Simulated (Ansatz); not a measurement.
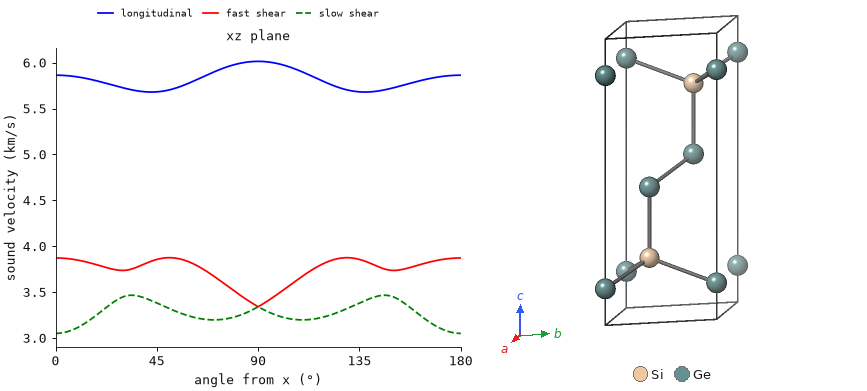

Calculation (Ansatz 0.2.0): elastic stress-strain coefficients at zero temperature from small strains of the given cell, Voigt order xx yy zz yz xz xy, Cartesian axes of the cell vectors; plane waves with PAW datasets, Γ-centred k mesh. Level: PBE, no spin polarisation.

wave cutoff 420 eV; k mesh 12×12×4; occupations fixed; ions relaxed; strain amplitude 0.002.

The given structure:
```
CELL_PARAMETERS angstrom
3.99561 0.00000 0.00000
-1.99780 3.46030 0.00000
0.00000 0.00000 9.78689
ATOMIC_POSITIONS crystal
Si 0.33333 0.66667 0.79150
Si 0.66667 0.33333 0.20850
Ge 0.66667 0.33333 0.45589
Ge 0.00000 0.00000 0.12764
Ge 0.33333 0.66667 0.54411
Ge 0.00000 0.00000 0.87236
```

Sound velocities against the direction of travel in the xz plane, from the elastic constants and the density for SiGe₂, space group P-3m1 (No. 164) (cell built by us, not taken from a database). The cell is drawn beside the plot.

Along x the longitudinal wave runs at 5.86 km/s and the transverse ones at 3.87 and 3.05 km/s; along y the longitudinal wave runs at 5.89 km/s and the transverse ones at 3.62 and 3.30 km/s; along z the longitudinal wave runs at 6.01 km/s and the transverse ones at 3.34 and 3.34 km/s; along x + y they run at 5.88, 3.77 and 3.15 km/s (density 4.25 g/cm³). Over all directions E runs from 100 to 146 GPa, a ratio of 1.47. E is 131 GPa along x, 131 GPa along y and 146 GPa along z, and 131 GPa along the body diagonal x + y + z. The Hill averages are K = 69 GPa and G = 53 GPa, Poisson's ratio 0.20; K/G = 1.31.

Note: a crossing between the sampled k points may be missed.

Input of the run:
```
crystal:
  lattice:
    - [3.995609288, -2.89e-08, 0.0]
    - [-1.997804619, 3.4602991615, 0.0]
    - [0.0, 0.0, 9.7868887374]
  atoms:
    - { symbol: Si, position: [0.3333333333, 0.6666666667, 0.7915029333] }
    - { symbol: Si, position: [0.6666666667, 0.3333333333, 0.2084970667] }
    - { symbol: Ge, position: [0.6666666667, 0.3333333333, 0.4558862021] }
    - { symbol: Ge, position: [0.0, 0.0, 0.1276354952] }
    - { symbol: Ge, position: [0.3333333333, 0.6666666667, 0.5441137979] }
    - { symbol: Ge, position: [0.0, 0.0, 0.8723645048] }
basis:
  ecutwfc: 420
kpoints:
  mp_grid: { grid: [12, 12, 4] }
hamiltonian:
  xc: pbe
scf:
  occupations: { method: fixed }
output:
  forces: true
  stress: true
  eigenvalues: true
elastic:
  mode: relaxed_ion
  stencil: two_point
```

Launched with:
```bash
ansatz run input.yaml --threads 4 --pin off --max-ram 8192MiB --backend cpu --events-out ev --progress --plain --runs-dir out
```
